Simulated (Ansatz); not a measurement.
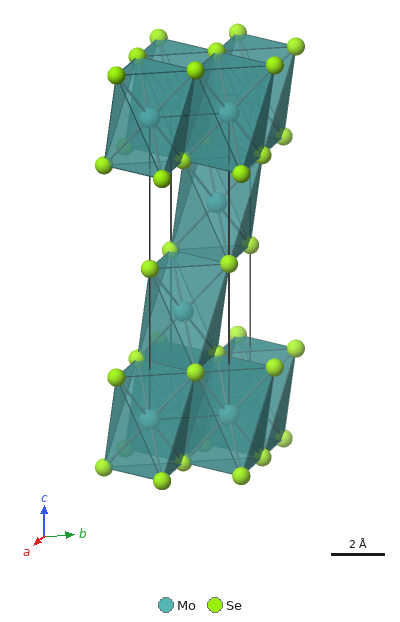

Fig. 1: The structure as given in the input (polyhedral view of the cell 3 times as large as that of the calculation, set on its symmetry axes, seen slightly off an axis; polyhedra are completed across the faces of the cell).

## Single-point calculation of MoSe

System: MoSe (R-3m, 2 atoms in the cell).
Method: DFT, PBE, plane waves, PAW, no spin polarisation (Ansatz 0.2.0).

The structure was built on a prototype by a generator; it need not be a known phase. Some settings of this run were made unusual or wrong on purpose.

## The program's output
```
Engine: ansatz 0.2.0, x86_64-unknown-linux-gnu
Pseudopotentials: kind: paw
Pseudopotential: Mo, paw, valence charge 14, recommended cutoff 420 eV (normal), Mo.paw.azcp
Pseudopotential: Se, paw, valence charge 16, recommended cutoff 420 eV (normal), Se.paw.azcp
Functional definition: PBE
  parameter kappa = 0.804
  parameter beta = 0.06672455060314922
  exchange = pbe_x(kappa = kappa, mu = beta*pi^2/3)
  correlation = pbe_c(beta = beta)
Crystal: 2 atoms, lattice volume = 32.663 Å³
Basis set: ecut = 420 eV, 637 PW (Γ), exchange–correlation on 60×60×60 points (8 copies of the dense FFT grid, shifted against one another)
Bands: 19, of which v1, the nominal top of the filled ones, is band 15 counted from 1 (14 counted from 0)
Symmetry: 12 space group operations
Space group: R-3m (ITA 166), of the structure as read, at distance tolerance 3.2e-5 Å
k-points: 1313 of 13824
Non-local potential: Mo, projectors of the file, l = 0: 3, l = 1: 2, l = 2: 2, l = 3: 1
Non-local potential: Se, projectors of the file, l = 0: 2, l = 1: 2, l = 2: 3, l = 3: 1
PAW form: soft (Blöchl's): semilocal exchange-correlation on the pseudo side does not see the compensation charge
PAW one-centre angular grid: Mo, 590 points (default); XC on 64 Gauss nodes
PAW one-centre angular grid: Se, 590 points (default); XC on 64 Gauss nodes
Initial density: superposition of atomic densities (neutral atoms: chi_scale 0, normalization atom), corrected by the library's trained network
Initial wavefunctions: pseudopotential atomic-orbital guess
Functional: x = pbe(κ = 0.804, μ = 0.2195149727645171), c = pbe(β = 0.06672455060314922)
SCF iter   1: F=—  HF=-10424.583314 eV  |F-HF|=—  |Δ(HF+E_count)|=         —  Δρ=1.58e-2  dr2=7.17e-2  ethr=1.77e-3  ⟨swp⟩=4.2  Hψ=103311  notcnv=0  defer=1570
preconditioner: auto → none  [insulator: Δε(μ)=0.000 eV  Ē_g=8.248 eV  n_scr=14 (ndim 8)  ℏωp=22.5 eV  f_vac=0.000  ε∞_Penn≈8.4]
SCF iter   2: F=—  HF=-10424.578941 eV  |F-HF|=—  |Δ(HF+E_count)|=   4.37e-3  Δρ=1.04e-2  dr2=5.82e-2  ethr=2.39e-4  ⟨swp⟩=2.1  Hψ=43907  notcnv=0  defer=2572
SCF iter   3: F=—  HF=-10424.569138 eV  |F-HF|=—  |Δ(HF+E_count)|=   9.80e-3  Δρ=5.47e-3  dr2=8.27e-3  ethr=1.94e-4  ⟨swp⟩=2.0  Hψ=33838  notcnv=0  defer=2591
SCF iter   4: F=—  HF=-10424.568049 eV  |F-HF|=—  |Δ(HF+E_count)|=   1.09e-3  Δρ=2.13e-3  dr2=6.14e-4  ethr=2.76e-5  ⟨swp⟩=2.0  Hψ=28481  notcnv=0  defer=2614
SCF iter   5: F=—  HF=-10424.568051 eV  |F-HF|=—  |Δ(HF+E_count)|=   1.97e-6  Δρ=3.41e-4  dr2=1.73e-5  ethr=2.05e-6  ⟨swp⟩=1.6  Hψ=26109  notcnv=0  defer=908
SCF iter   6: F=—  HF=-10424.568058 eV  |F-HF|=—  |Δ(HF+E_count)|=   6.89e-6  Δρ=3.43e-5  dr2=1.37e-7  ethr=5.77e-8  ⟨swp⟩=2.3  Hψ=30860  notcnv=0  defer=4
SCF iter   7: F=-10424.568058 eV  HF=-10424.568058 eV  |F-HF|=1.34e-9  |Δ(HF+E_count)|=   6.41e-8  Δρ=6.58e-6  dr2=5.78e-9  ethr=3.33e-10  ⟨swp⟩=6.0  Hψ=111186  notcnv=0
WARN: a fill by count may have filled part of one level: at k-index 157 the highest filled band, 17.900874 eV, and the lowest empty band, 17.900874 eV, stand 0.000e0 eV apart, within the solve's uncertainty, 3.162e-4 eV. If they are one level, whatever splits it, however little, can move the result. A smearing (`scf.occupations.method` with a `width`) well over the split that the run's distortions make, where the deck can take one, can fill the level evenly. On an open shell (a free atom, a radical) an even fill, a smearing's or one that the run's symmetry operations hold, can lie tenths of an eV above a state that splits the level, and an energy difference taken against it is then off by as much. To look for that state on an open shell, re-run with `crystal.symmetry.detect: false`, without `crystal.symmetry.time_reversal: true` (on a non-collinear deck from a starting moment too), where the deck allows it, and compare the energies; that run can end on one of several states, or fail to converge. If the gap is true, a tighter SCF threshold (`scf.convergence.dr2_threshold`, or `saddle.dr2_threshold`, `phonons.dr2_threshold` by `fd` or `hamiltonian.hubbard.lr.dr2_threshold` where that key governs the SCF) lowers that uncertainty; where it stays it is the eigensolver's: a larger `scf.n_extra_bands` or, on support functions, `scf.eigensolver.kind: davidson` lowers it. See `scf.occupations.method`, Limitations, in the input reference
SCF 1 converged in 7 iterations: F = -10424.568058 eV  dr2 = 5.78e-9
  greatest PAW one-centre occupation: 1.000 electrons in one spin orbital (limit 2), on the Se atom at site 1 (counted from 0), in its partial waves of l = 2
```

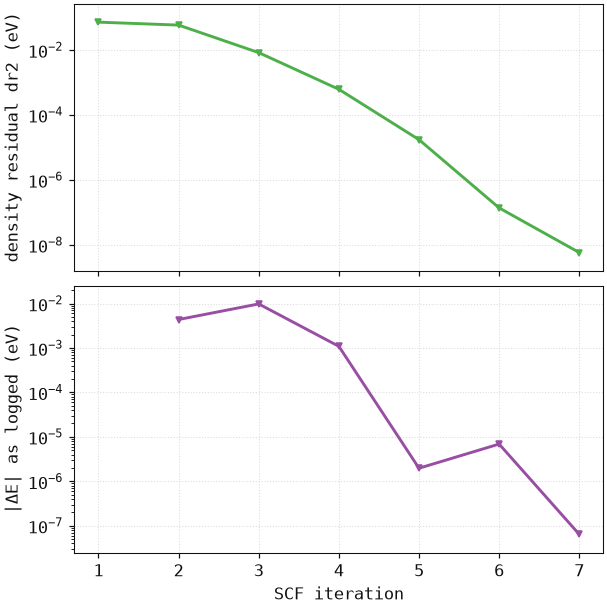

Fig. 2: Convergence of the self-consistent field: density residual dr2 and size of the energy change against the SCF iteration. The residual falls at every step.

```
SCF converged after 7 iterations
Free energy (F): -10424.568058 eV
Harris-Foulkes:  -10424.568058 eV  (|F-HF|=1.34e-9)
Internal energy: -10424.568058 eV  (E = F + TS)
E sigma→0 (E₀):  -10424.568058 eV
Fermi energy:    20.056122 eV
--- Per-component energies (eV) ---
  E_band       = -348.589663
  E_kinetic    = 561.614797
  E_local      = -2714.581525  (includes V_loc(G=0)·N_el)
  E_nonlocal   = -450.383480
  E_hartree    = 1255.123490
  E_xc         = -288.241993
  E_vxc        = -328.121986  (∫ρ·V_xc dr)
  E_paw        = -5114.088607  (= ΣΔE_a)
  E_vpaw       = 72.636963  (= ΣTr[D̂ρ^β])
  E_aug_tail   = -0.000545  (compensation charges beyond the density's cutoff)
  E_ewald      = -3674.010195
  E_smearing   = -0.000000  (= −TS)
  E_closure    = 0.000000  (closes the sum)
  Σ components = -10424.568058   (vs F -10424.568058, Δ=0.00e0)
--- Forces (eV/Å), atoms counted from 1 ---
  atom   1  Mo     0.00000000     0.00000000    -0.00000000
  atom   2  Se     0.00000000     0.00000000     0.00000000
  max |Σ_I F_I| component: 1.16e-29 eV/Å
--- Stress (GPa, compression-positive) ---
       -0.031940       0.000000       0.000000
        0.000000      -0.031940      -0.000000
        0.000000      -0.000000       4.647457
  P = ⅓ Tr σ = 1.5279 GPa (15.279 kbar)
--- Band table (eV; the first three rows and the last of 1313) ---
  k-point 0: bands = ["-43.3212", "-30.9347", "-30.9300", "-30.9300", "-30.9159", "-30.9159", "-17.5307", "-17.1495", "-17.1495", "1.6228", "13.3841", "14.0103", "16.7577", "16.7577", "17.9446", "17.9446", "18.5847", "18.5847", "21.8431"]
  k-point 1: bands = ["-43.3204", "-30.9347", "-30.9301", "-30.9300", "-30.9159", "-30.9158", "-17.5295", "-17.1571", "-17.1512", "1.6550", "13.3137", "14.0768", "16.7330", "16.7935", "17.6640", "17.7584", "18.5911", "18.8685", "21.9950"]
  k-point 2: bands = ["-43.3179", "-30.9345", "-30.9303", "-30.9300", "-30.9159", "-30.9154", "-17.5260", "-17.1795", "-17.1562", "1.7509", "13.1411", "14.2434", "16.5775", "16.8792", "17.2367", "17.3111", "18.7006", "19.3258", "22.3332"]
  k-point 1312: bands = ["-43.3202", "-30.9349", "-30.9301", "-30.9301", "-30.9159", "-30.9159", "-17.5717", "-17.1485", "-17.1485", "2.4507", "9.8139", "15.5001", "15.5001", "16.0013", "17.9493", "17.9493", "21.7160", "21.7160", "24.4665"]
```

The run was set up as follows.

## Input file
```yaml
crystal:
  lattice:
    - [1.5506736259, 0.8952818353, 3.9212291432]
    - [-1.5506736259, 0.8952818353, 3.9212291432]
    - [0.0, -1.7905636706, 3.9212291432]
  atoms:
    - { symbol: Mo, position: [0.0, 0.0, 0.0] }
    - { symbol: Se, position: [0.5, 0.5, 0.5] }
basis:
  ecutwfc: 420
kpoints:
  mp_grid: { grid: [24, 24, 24] }
hamiltonian:
  xc: pbe
scf:
  occupations: { method: fixed }
  max_iter: 100
output:
  forces: true
  eigenvalues: true
  stress: true
```

Command:
```bash
ansatz run input.yaml --threads 1 --pin off --max-ram 2560MiB --backend cpu --events-out ev --progress --plain --runs-dir out
```

## What the run reported

- outcome: converged
- space group (tolerance 0.01 Å): R-3m (166)
- electrons treated: 30
- free energy: −10424.5681 eV
- Fermi energy: 20.056 eV
- gap on the k-point mesh: none (metallic)
- pressure: 1.53 GPa
- largest force (length of the vector): under 0.001 eV/Å
- hardware: 1 thread of Intel Xeon (Granite Rapids), 192 GiB of memory available, shared host
- wall time: 24 s
- peak memory: 0.91 GiB

## Diagnosis

The input was spoiled on purpose: fixed occupations whatever the gap (`scf.occupations`). Fixed occupations are valid only where a gap stays open. The program still converged, but the numbers can't be taken as results for the intended system. Notes on the run: filled and empty bands overlap.
